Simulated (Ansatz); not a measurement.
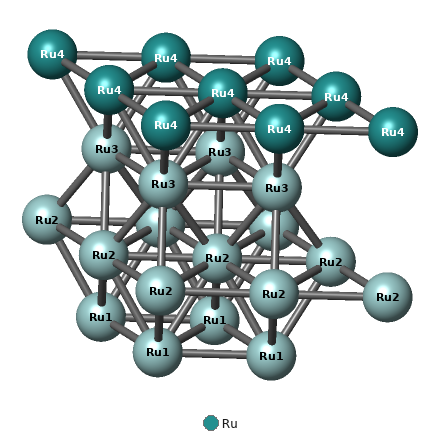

The system is Si on a Ru(001) slab cut from the P6_3/mmc phase, its upper half relaxed before the scan (4 atoms of substrate and one adsorbate in a 1 × 1 cell); the picture shows it without the atoms that are moved over the map. Si is moved over the surface cell; relaxed at each place: the height of the adsorbate's atoms; substrate rigid; the origin of the map has the adsorbate above Ru4. Places are given modulo a cell vector. The map is drawn in real space over the plane of the surface. The grid has 6 × 6 points; 10 points were computed and 26 follow by symmetry. All energies are given in eV relative to the lowest grid point. With one adsorbate in each 1 × 1 cell, its nearest image is 2.7 Å away, so neighbouring adsorbates interact. Level of theory: Ansatz, DFT PBE, scalar-relativistic, plane waves, PAW. Settings: cutoff 420 eV, k-mesh 12×12×1, gaussian smearing 0.1 eV, no spin polarisation.

Range: position of Si5 along the first surface vector from 0.000 to 0.833; position of Si5 along the second surface vector from 0.000 to 0.833.

Question: What will the energy surface look like?

Answer: The lowest grid point is at a threefold hollow over a second-layer Ru atom, (2/6, 4/6) of the cell vectors. A higher local minimum lies near a threefold hollow, (4/6, 2/6) of the cell vectors (0.033 eV above the lowest at that grid point). The highest grid point, the top site over a surface Ru atom, (0/6, 0/6) of the cell vectors, lies 0.542 eV above the lowest. On the interpolated surface the easiest way out of the lowest well to the well at a threefold hollow, (4/6, 2/6) of the cell vectors passes a barrier of about 0.12 eV. At the lowest point the adsorbate has 3 Ru at 2.57 Å as nearest neighbours, at the highest 1 Ru at 2.42 Å. Its relaxed height above the top atom is 2.03 Å at the lowest and 2.42 Å at the highest point.

```
second ↓, first →    0/6    1/6    2/6    3/6    4/6    5/6
              5/6  0.474  0.327  0.111  0.111  0.327  0.474
              4/6  0.274  0.111  0.000  0.111  0.274  0.337
              3/6  0.123  0.111  0.111  0.123  0.131  0.131
              2/6  0.274  0.327  0.274  0.131  0.033  0.131
              1/6  0.474  0.474  0.337  0.131  0.131  0.337
              0/6  0.542  0.474  0.274  0.123  0.274  0.474
```

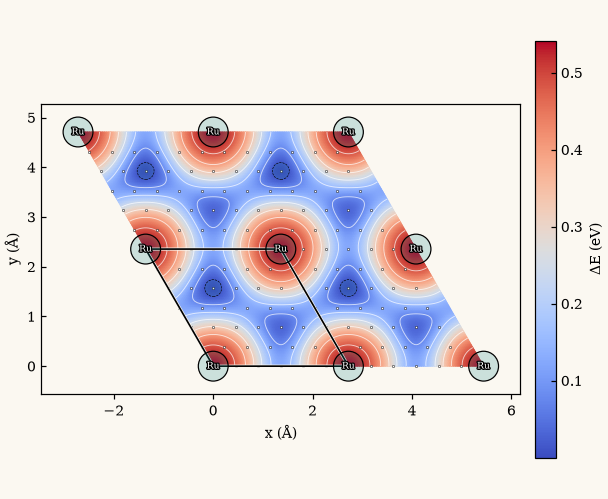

Drawn: a smooth colour map with a few white contour lines, dots at the grid points, labelled circles for the atoms of the top layer and small ones for the second layer, the outline of one cell of the 2 × 2 shown. Between grid points the surface is interpolated.

The whole map (10 points run) took 25 min on 1 thread of Arm Neoverse N1 (shared host).

PAW datasets: the set soft_1.
